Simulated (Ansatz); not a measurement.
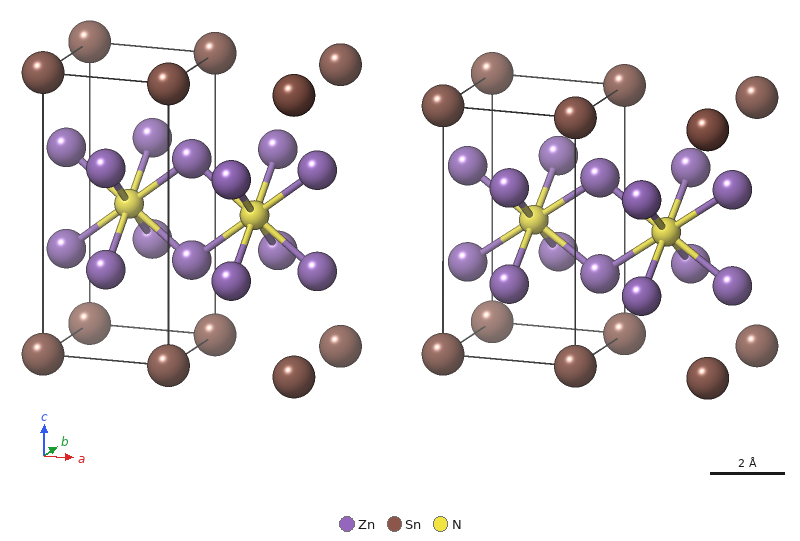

Two geometries of crystalline Zn4SnN (a generated structure, set up in P4/mmm), drawn at one scale. One is the start of a relaxation, the other its converged end. Style: ball-and-stick. Shown: the cell of the calculation, repeated 2 × 1 × 1 with one cell outlined, slightly off an axis.

The calculation used DFT PBE, scalar-relativistic, plane waves, PAW in Ansatz. Settings: plane-wave cutoff 420 eV; k-point mesh 10 × 10 × 6; occupations gaussian; smearing width 0.1 eV; no spin polarisation; cell and atoms relaxed; force threshold 0.01 eV/Å; at most 80 steps.

### Which one is relaxed?

The left one is the relaxed one. The largest moves relative to the cell, 0.11 Å, are those of Zn atoms. Sn and N stay in place. The drawn cell changes as follows: a = b 3.837 → 3.636 Å (−5.2 %), c 6.962 → 7.894 Å (+13.4 %); the volume changes by +1.8 %. Some distances before and after: N–Zn 2.345 → 2.306 Å. Bond angles that change, for instance: N–Zn–N 109.8° → 104.1°. The space group stays P4/mmm (No. 123). The energy falls by 22.1 meV per atom in 10 accepted moves (13 points after the start). The largest force component goes from 0.04 to 0.00058 eV/Å. The pressure goes from 0.10 to 0.01 GPa. The line search rejected the trial step at point 7 of the run. The SCF was repeated twice at an unchanged geometry on a basis and grid sized afresh for the cell, which shifted the energy by 2.4 meV per atom at most. Cost: 6 min on 1 thread of Intel(R) Xeon(R) Processor @ 2.70GHz (shared host), peak memory 0.6 GiB.

Limits of the set-up: layers or molecules are held without a dispersion correction, so their spacing is unreliable.
